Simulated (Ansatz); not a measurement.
**Nudged elastic band of MgSi$_{32}$ (charge +2) (part 3 of 3)**

The same run, continued: MgSi$_{32}$ (defect cell, 33 atoms in the cell, total charge +2); DFT PBE, scalar-relativistic, plane waves, PAW, no spin polarisation (Ansatz 0.2.0); cutoff 420 eV, 2×2×2 k-mesh, Gaussian smearing of 0.02 eV. The structure derives from a Materials Project entry. It belongs to a series of runs on one base structure; here: climbing-image band for the jump of Mg by 3.18 A.

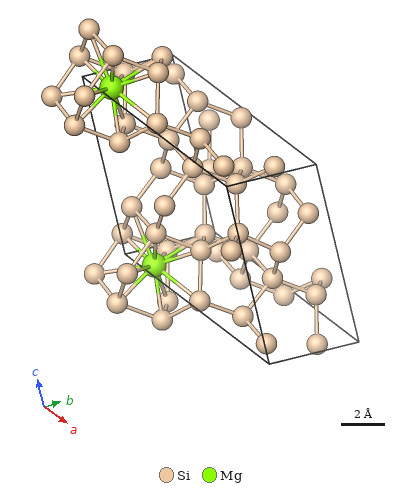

The input geometry (ball-and-stick view of the cell of the calculation, seen at an oblique angle; bonded neighbours outside the cell are drawn too).

The last band as extended XYZ, continued
```
33
Lattice="0.0000 -6.6706 6.3650 -0.0000 6.6706 6.3650 -7.7026 -0.0000 -6.3650" Properties=species:S:1:pos:R:3:forces:R:3 image=3 energy=-22280.03343
Si   -5.7807   -1.1138    0.3708    0.0009  -0.0016   0.0004
Si   -1.9218   -1.1138    6.7358   -0.0008  -0.0016   0.0004
Si   -3.8526    2.2251    0.3779    0.0027   0.0028   0.0013
Si   -3.8499    2.2251    6.7429   -0.0027   0.0029   0.0013
Si   -5.7643   -1.1118    6.7696    0.0017  -0.0018  -0.0061
Si    0.0000   -4.4375    6.7717    0.0000  -0.0025  -0.0028
Si    0.0000    2.2117    6.7142    0.0000   0.0014  -0.0040
Si   -1.9383   -1.1118    0.4046   -0.0017  -0.0019  -0.0062
Si   -3.9562   -2.2611    3.6355    0.0013   0.0015   0.0035
Si    0.0000   -2.0886   10.0133    0.0000   0.0031   0.0000
Si   -2.0900    1.2066    3.5942   -0.0055   0.0008   0.0065
Si   -1.9205    1.0911    9.9802    0.0023  -0.0001   0.0005
Si   -3.7463    4.4095    3.6355   -0.0014   0.0015   0.0035
Si   -5.6126    1.2066   -2.7708    0.0056   0.0008   0.0065
Si   -5.7821    1.0911    3.6152   -0.0023  -0.0001   0.0005
Si    0.0000   -2.4270    3.5857    0.0000  -0.0113   0.0015
Si   -5.7821   -1.0911    2.7498   -0.0023   0.0001  -0.0005
Si   -1.9204   -1.0911    9.1148    0.0023   0.0001  -0.0005
Si   -3.9563    2.2611    2.7295    0.0014  -0.0015  -0.0035
Si   -3.7463   -4.4095    2.7295   -0.0013  -0.0015  -0.0035
Si   -5.6126   -1.2066   -3.5942    0.0055  -0.0008  -0.0065
Si    0.0000    2.4270    2.7793    0.0000   0.0113  -0.0015
Si    0.0000    2.0886    9.0817    0.0000  -0.0031   0.0000
Si   -2.0899   -1.2066    2.7708   -0.0056  -0.0008  -0.0065
Si   -3.8526   -2.2251    5.9871    0.0027  -0.0029  -0.0013
Si    0.0000    4.4590    6.0159    0.0000  -0.0014   0.0040
Si   -1.9383    1.1118    5.9605   -0.0017   0.0018   0.0061
Si   -1.9218    1.1138   -0.3708   -0.0009   0.0016  -0.0004
Si   -3.8499   -2.2251   -0.3779   -0.0027  -0.0028  -0.0013
Si   -5.7643    1.1118   -0.4046    0.0017   0.0019   0.0062
Si   -5.7807    1.1138    5.9942    0.0008   0.0016  -0.0004
Si    0.0000   -2.2331    5.9583    0.0000   0.0025   0.0028
Mg    0.0000    0.0000    3.1825    0.0000   0.0000   0.0000
33
Lattice="0.0000 -6.6706 6.3650 -0.0000 6.6706 6.3650 -7.7026 -0.0000 -6.3650" Properties=species:S:1:pos:R:3:forces:R:3 image=4 energy=-22280.44762
Si   -5.7795   -1.1141    0.3817    0.0031  -0.0047  -0.0115
Si   -1.9230   -1.1140    6.7467   -0.0031  -0.0048  -0.0115
Si   -3.8502    2.2305    0.3815    0.0102   0.0132  -0.0254
Si   -3.8525    2.2305    6.7465   -0.0102   0.0132  -0.0254
Si   -5.7676   -1.1120    6.7727   -0.0066  -0.0035  -0.0366
Si    0.0000   -4.4417    6.7739    0.0000  -0.0149  -0.0340
Si    0.0000    2.2132    6.7195    0.0000   0.0045  -0.0261
Si   -1.9350   -1.1120    0.4077    0.0066  -0.0035  -0.0367
Si   -3.9264   -2.2395    3.6322    0.0708   0.0500  -0.0452
Si    0.0000   -2.1218   10.0106    0.0000  -0.0748  -0.0466
Si   -2.0942    1.2119    3.5589   -0.0140   0.0112  -0.1107
Si   -1.9222    1.0857    9.9896    0.0005  -0.0153  -0.0157
Si   -3.7762    4.4311    3.6321   -0.0709   0.0501  -0.0452
Si   -5.6084    1.2119   -2.8061    0.0141   0.0112  -0.1107
Si   -5.7804    1.0857    3.6246   -0.0005  -0.0153  -0.0158
Si    0.0000   -2.4295    3.5545    0.0000  -0.0147  -0.1047
Si   -5.7838   -1.0988    2.7633   -0.0051  -0.0188  -0.0076
Si   -1.9188   -1.0988    9.1284    0.0051  -0.0188  -0.0075
Si   -3.9712    2.2755    2.7346   -0.0339   0.0295  -0.0317
Si   -3.7314   -4.3951    2.7346    0.0339   0.0295  -0.0317
Si   -5.6589   -1.1787   -3.6033   -0.1074   0.0654  -0.0598
Si    0.0000    2.3786    2.7709    0.0000  -0.1112  -0.0546
Si    0.0000    2.0740    9.0882    0.0000  -0.0382  -0.0267
Si   -2.0436   -1.1788    2.7617    0.1074   0.0655  -0.0598
Si   -3.8542   -2.2200    5.9880   -0.0035   0.0074  -0.0344
Si    0.0000    4.4597    6.0149    0.0000  -0.0002  -0.0360
Si   -1.9416    1.1131    5.9578   -0.0105   0.0037  -0.0415
Si   -1.9216    1.1122   -0.3643    0.0002  -0.0044  -0.0233
Si   -3.8483   -2.2200   -0.3770    0.0035   0.0074  -0.0344
Si   -5.7610    1.1131   -0.4073    0.0105   0.0037  -0.0414
Si   -5.7810    1.1122    6.0007   -0.0002  -0.0044  -0.0233
Si    0.0000   -2.2359    5.9587    0.0000  -0.0097  -0.0376
Mg    0.0000   -0.0005    3.7373   -0.0001  -0.0083   1.2532
33
Lattice="0.0000 -6.6706 6.3650 -0.0000 6.6706 6.3650 -7.7026 -0.0000 -6.3650" Properties=species:S:1:pos:R:3:forces:R:3 image=5 energy=-22281.20622
Si   -5.7777   -1.1134    0.3919    0.0036  -0.0017  -0.0117
Si   -1.9249   -1.1134    6.7569   -0.0036  -0.0017  -0.0117
Si   -3.8362    2.2429    0.3905    0.0300   0.0238  -0.0114
Si   -3.8664    2.2429    6.7556   -0.0299   0.0238  -0.0114
Si   -5.7748   -1.1120    6.7768   -0.0137  -0.0022  -0.0266
Si    0.0000   -4.4636    6.7813    0.0000  -0.0471  -0.0170
Si    0.0000    2.2167    6.7283    0.0000   0.0071  -0.0148
Si   -1.9278   -1.1120    0.4118    0.0137  -0.0023  -0.0266
Si   -3.8894   -2.2154    3.6181    0.0727   0.0467  -0.0599
Si    0.0000   -2.1655    9.9951    0.0000  -0.0833  -0.0625
Si   -2.0594    1.1954    3.5265    0.0704  -0.0344  -0.0911
Si   -1.9236    1.0829    9.9870    0.0000  -0.0067  -0.0370
Si   -3.8132    4.4552    3.6181   -0.0727   0.0467  -0.0600
Si   -5.6432    1.1954   -2.8385   -0.0704  -0.0344  -0.0910
Si   -5.7790    1.0829    3.6220    0.0000  -0.0067  -0.0370
Si    0.0000   -2.3889    3.5266    0.0000   0.0796  -0.0837
Si   -5.7852   -1.1084    2.7748   -0.0029  -0.0198  -0.0111
Si   -1.9173   -1.1084    9.1398    0.0028  -0.0198  -0.0111
Si   -3.9644    2.2800    2.7478    0.0124   0.0066  -0.0090
Si   -3.7383   -4.3906    2.7478   -0.0124   0.0066  -0.0090
Si   -5.7208   -1.1420   -3.5941   -0.1252   0.0735  -0.0131
Si    0.0000    2.3111    2.7809    0.0000  -0.1391  -0.0078
Si    0.0000    2.0838    9.1009    0.0000   0.0151  -0.0124
Si   -1.9818   -1.1420    2.7709    0.1252   0.0735  -0.0131
Si   -3.8564   -2.2115    5.9809   -0.0045   0.0145  -0.0456
Si    0.0000    4.4586    6.0009    0.0000  -0.0038  -0.0560
Si   -1.9608    1.1255    5.9620   -0.0408   0.0253  -0.0249
Si   -1.9227    1.1075   -0.3696   -0.0017  -0.0115  -0.0428
Si   -3.8462   -2.2115   -0.3841    0.0044   0.0146  -0.0456
Si   -5.7418    1.1255   -0.4030    0.0408   0.0253  -0.0249
Si   -5.7800    1.1075    5.9955    0.0017  -0.0115  -0.0428
Si    0.0000   -2.2591    5.9681    0.0000  -0.0505  -0.0181
Mg    0.0000   -0.0010    4.2775   -0.0001  -0.0063   1.0405
33
Lattice="0.0000 -6.6706 6.3650 -0.0000 6.6706 6.3650 -7.7026 -0.0000 -6.3650" Properties=species:S:1:pos:R:3:forces:R:3 image=6 energy=-22281.52493
Si   -5.7713   -1.1128    0.4033    0.0091  -0.0021   0.0026
Si   -1.9312   -1.1129    6.7684   -0.0118  -0.0035   0.0030
Si   -3.7857    2.2706    0.4109    0.0108   0.0001   0.0060
Si   -3.9171    2.2709    6.7761   -0.0099   0.0000   0.0058
Si   -5.7828   -1.1160    6.7703   -0.0103  -0.0007   0.0079
Si    0.0001   -4.5300    6.7938   -0.0018  -0.0049   0.0016
Si   -0.0004    2.2405    6.7481    0.0014   0.0002  -0.0029
Si   -1.9193   -1.1163    0.4052    0.0088   0.0013   0.0080
Si   -3.8558   -2.1978    3.5905    0.0042  -0.0025  -0.0024
Si    0.0003   -2.2111    9.9531   -0.0011   0.0050   0.0141
Si   -2.0078    1.1620    3.5472    0.0108   0.0020   0.0100
Si   -1.9244    1.0909    9.9526   -0.0059   0.0029   0.0061
Si   -3.8468    4.4730    3.5905   -0.0011  -0.0040  -0.0004
Si   -5.6954    1.1622   -2.8179   -0.0099   0.0007   0.0113
Si   -5.7782    1.0911    3.5875    0.0058   0.0029   0.0066
Si    0.0000   -2.3214    3.5442    0.0010   0.0013   0.0012
Si   -5.7826   -1.1164    2.7778   -0.0123   0.0007  -0.0090
Si   -1.9195   -1.1168    9.1430    0.0109   0.0025  -0.0092
Si   -3.9175    2.2707    2.7711   -0.0106   0.0007  -0.0034
Si   -3.7854   -4.4001    2.7712    0.0116   0.0008  -0.0039
Si   -5.7714   -1.1131   -3.5853    0.0105  -0.0008  -0.0053
Si   -0.0004    2.2409    2.7990    0.0015  -0.0025   0.0039
Si    0.0000    2.1405    9.1183   -0.0016  -0.0093  -0.0012
Si   -1.9310   -1.1131    2.7798   -0.0134  -0.0024  -0.0061
Si   -3.8560   -2.1975    5.9578    0.0044  -0.0013   0.0007
Si    0.0003    4.4596    5.9602   -0.0012   0.0036  -0.0156
Si   -2.0077    1.1618    5.9997    0.0090   0.0034  -0.0078
Si   -1.9246    1.0912   -0.4049   -0.0042   0.0016  -0.0065
Si   -3.8466   -2.1973   -0.4072   -0.0014  -0.0030  -0.0013
Si   -5.6955    1.1621   -0.3652   -0.0083   0.0018  -0.0092
Si   -5.7780    1.0914    5.9601    0.0041   0.0016  -0.0069
Si    0.0000   -2.3209    6.0031    0.0012  -0.0028   0.0026
Mg    0.0000   -0.0033    4.7733   -0.0004   0.0067  -0.0001
```

This output came from the following input.

The input
```yaml
crystal:
  lattice:
    - [1.0e-10, -6.6706137337, 6.3650227274]
    - [-1.0e-10, 6.6706137337, 6.3650227274]
    - [-7.7025612697, -1.0e-10, -6.3650227274]
  atoms:
    - { symbol: Si, position: [0.4886732451, 0.3250861676, 0.75014012] }
    - { symbol: Si, position: [0.7385498812, 0.5749364276, 0.2498638923] }
    - { symbol: Si, position: [0.1175910411, 0.4469837195, 0.5006063338] }
    - { symbol: Si, position: [0.61696726, 0.9464002891, 0.4993831888] }
    - { symbol: Si, position: [0.9854549706, 0.8112893153, 0.7393482009] }
    - { symbol: Si, position: [0.854464808, 0.2023906236, -4.0944e-06] }
    - { symbol: Si, position: [0.3660951626, 0.6975483441, 4.52892e-05] }
    - { symbol: Si, position: [0.2460818248, 0.0718701634, 0.2605742823] }
    - { symbol: Si, position: [0.7067676284, 0.3663972018, 0.5085515567] }
    - { symbol: Si, position: [0.9441572658, 0.6232720453, 5.678e-07] }
    - { symbol: Si, position: [0.3235678381, 0.4904279219, 0.2507187272] }
    - { symbol: Si, position: [0.8227355016, 0.9901027532, 0.2492608635] }
    - { symbol: Si, position: [0.1982243935, 0.8578197338, 0.4914065429] }
    - { symbol: Si, position: [0.0728511829, 0.2397225143, 0.749299975] }
    - { symbol: Si, position: [0.5734671123, 0.7408823569, 0.7507937313] }
    - { symbol: Si, position: [0.4480610369, 0.1121279378, -5.67663e-05] }
    - { symbol: Si, position: [0.6750339523, 0.5114968083, 0.7501638937] }
    - { symbol: Si, position: [0.9248806417, 0.7613183528, 0.2498300687] }
    - { symbol: Si, position: [0.3035230666, 0.6329638958, 0.5005789549] }
    - { symbol: Si, position: [0.8029153812, 0.1323904541, 0.4994090544] }
    - { symbol: Si, position: [0.1781114695, 0.0039201995, 0.7393341353] }
    - { symbol: Si, position: [0.0475863463, 0.3955901614, -5.678e-07] }
    - { symbol: Si, position: [0.5524299479, 0.8839021636, 4.32141e-05] }
    - { symbol: Si, position: [0.4387666636, 0.2645356323, 0.2605800561] }
    - { symbol: Si, position: [0.8836538103, 0.5432221449, 0.4914574262] }
    - { symbol: Si, position: [0.1378188887, 0.8019441524, -5.19776e-05] }
    - { symbol: Si, position: [0.509130556, 0.6764278926, 0.2492322802] }
    - { symbol: Si, position: [0.0102722965, 0.177090985, 0.2507290233] }
    - { symbol: Si, position: [0.3921726796, 0.051777043, 0.5085096876] }
    - { symbol: Si, position: [0.2599096358, 0.4272567117, 0.7508275291] }
    - { symbol: Si, position: [0.7595374862, 0.9263736963, 0.74928438] }
    - { symbol: Si, position: [0.6267719254, 0.3058634638, 6.7207e-06] }
    - { symbol: Mg, position: [0.1247819234, 0.1252787954, -5.2498e-06] }
total_charge: 2
basis:
  ecutwfc: 420
  xc_grid: 2
kpoints:
  mp_grid: { grid: [2, 2, 2], shift: [0.5, 0.5, 0.5] }
hamiltonian:
  xc: pbe
scf:
  occupations: { method: gaussian, width: 0.02 }
output:
  forces: true
neb:
  images: 5
  f_tol: 0.05
  max_iterations: 70
  order_check: false
  final_atoms:
    - { symbol: Si, position: [0.4897277035, 0.322909015, 0.7492709767] }
    - { symbol: Si, position: [0.7404625138, 0.5736263037, 0.25071562] }
    - { symbol: Si, position: [0.1078273204, 0.448222957, 0.4914903124] }
    - { symbol: Si, position: [0.6163461897, 0.9567778551, 0.5085425738] }
    - { symbol: Si, position: [0.990869444, 0.8235721074, 0.7507677198] }
    - { symbol: Si, position: [0.8732280746, 0.1941365362, -6.7207e-06] }
    - { symbol: Si, position: [0.3621811113, 0.6980558476, 5.19776e-05] }
    - { symbol: Si, position: [0.2400903642, 0.0727432883, 0.2491724709] }
    - { symbol: Si, position: [0.6970846188, 0.3676095459, 0.5005909456] }
    - { symbol: Si, position: [0.9475700521, 0.6160978364, -4.32141e-05] }
    - { symbol: Si, position: [0.3218885305, 0.4960798005, 0.2606658647] }
    - { symbol: Si, position: [0.8249660477, 0.9885031917, 0.2498361063] }
    - { symbol: Si, position: [0.1964769334, 0.8670361042, 0.4994210451] }
    - { symbol: Si, position: [0.0612333364, 0.2354643677, 0.7394199439] }
    - { symbol: Si, position: [0.5751193583, 0.7386816472, 0.7501699313] }
    - { symbol: Si, position: [0.4524136537, 0.1044098386, 5.678e-07] }
    - { symbol: Si, position: [0.6772644984, 0.5098972468, 0.7507391365] }
    - { symbol: Si, position: [0.9265328877, 0.7591176431, 0.2492062687] }
    - { symbol: Si, position: [0.3017756065, 0.6421802662, 0.5085934571] }
    - { symbol: Si, position: [0.7932323716, 0.1336027982, 0.4914484433] }
    - { symbol: Si, position: [0.1764321619, 0.0095720781, 0.7492812728] }
    - { symbol: Si, position: [0.0519389631, 0.3878720622, 5.67663e-05] }
    - { symbol: Si, position: [0.5558427342, 0.8767279547, -5.678e-07] }
    - { symbol: Si, position: [0.4271488171, 0.2602774857, 0.250700025] }
    - { symbol: Si, position: [0.88303274, 0.5535997109, 0.5006168112] }
    - { symbol: Si, position: [0.1339048374, 0.8024516559, -4.52892e-05] }
    - { symbol: Si, position: [0.5145450294, 0.6887106847, 0.2606517991] }
    - { symbol: Si, position: [0.0113267549, 0.1749138324, 0.24985988] }
    - { symbol: Si, position: [0.3824089589, 0.0530162805, 0.4993936662] }
    - { symbol: Si, position: [0.2539181752, 0.4281298366, 0.7394257177] }
    - { symbol: Si, position: [0.7614501188, 0.9250635724, 0.7501361077] }
    - { symbol: Si, position: [0.645535192, 0.2976093764, 4.0944e-06] }
    - { symbol: Mg, position: [0.3752180766, 0.3747212046, 5.2498e-06] }
```

Run as:
```bash
ansatz run input.yaml --threads 4 --pin off --max-ram 8192MiB --backend cpu --events-out ev --progress --plain --runs-dir out
```

Key numbers

- outcome: converged
- barrier, forward: 1.492 eV
- barrier, backward: 1.492 eV
- electrons treated: 136
- hardware: 4 threads of Arm Neoverse V1, 24 GiB of memory available, shared host
- wall time: 5 min (CPU time 14 min)
- peak memory: 2.9 GiB

Notes

The order of the saddle point was not checked.
